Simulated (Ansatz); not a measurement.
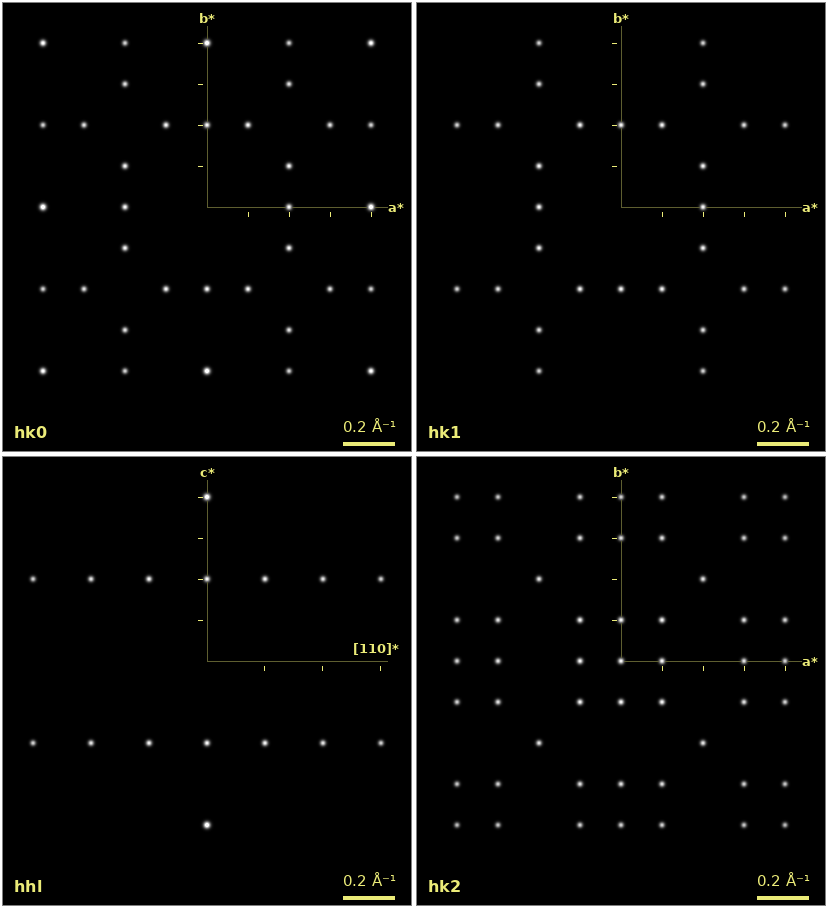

Four undistorted layers of reciprocal space, calculated for a single crystal (X-rays, kinematic |F|², B = 0.5 Å²). Tick marks count the reciprocal lattice steps of the conventional cell along each axis.

**Read the reciprocal cell and give the direct cell.**

a* = 0.163, b* = 0.163, c* = 0.163 Å⁻¹; the cell is cubic with a = 6.13 Å.

**Which reflection conditions do the layers show?**

Reflections are present only under these conditions. hkl: no condition; hk0: no condition; hhl: l = 2n; h00: h = 2n. The lattice is primitive (P). Further gaps, such as 0 4 1, 4 0 1, 1 4 0, come from atoms on special positions, not from the group's general conditions. A few very weak reflections are below the display threshold.

**Which space groups fit?**

The intensities have Laue symmetry m-3m (the hk0 layer shows 4mm, hk1 shows 4mm). With these conditions the candidates are P-43n (No. 218), Pm-3n (No. 223). Diffraction geometry alone does not choose among them; the structure has Pm-3n. The compound is Sn. Structure: the input geometry of an electronic-structure calculation (not necessarily at equilibrium); the starting structure was generated, so it need not be a known form of this composition.
